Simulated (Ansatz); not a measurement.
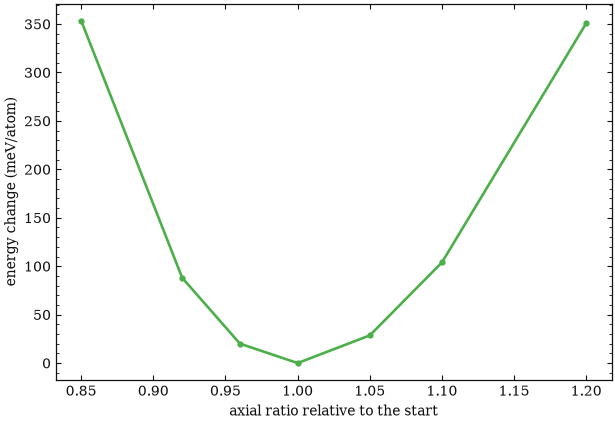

The figure shows the energy change against relative axial ratio.

Calculation (Ansatz 0.2.0): deformation of a crystal at fixed volume, lengths along the axis scaled against those across it, fractional coordinates fixed, by plane-wave density functional theory with PAW datasets, free energies less that of the undisturbed cell, pressure positive in compression; scalar-relativistic. Level: r2SCAN, no spin polarisation.

For which of these solids was it computed?
A. TaN, P-62m (No. 189), 11.4 Å³/atom, path axial
B. TiAl, Pm-3m (No. 221), 16.1 Å³/atom, path trigonal
C. Ag, P6_3/mmc (No. 194), 17.8 Å³/atom, path axial

A, TaN: energy change from 0 meV/atom to 354 meV/atom. The others give: Ag, energy change from 0 meV/atom to 236 meV/atom; TiAl, energy change from 0 meV/atom to 5895 meV/atom.

For Ag, limits of the calculation: reference crystal is not relaxed; shape and atomic fractions are frozen while scaling, which makes layered, chain and framework solids too stiff.

For TaN, limits of the calculation: shape and atomic fractions are frozen while scaling, which makes layered, chain and framework solids too stiff.

For TiAl, limits of the calculation: atoms far too close at some points of the scan; reference crystal is not relaxed.
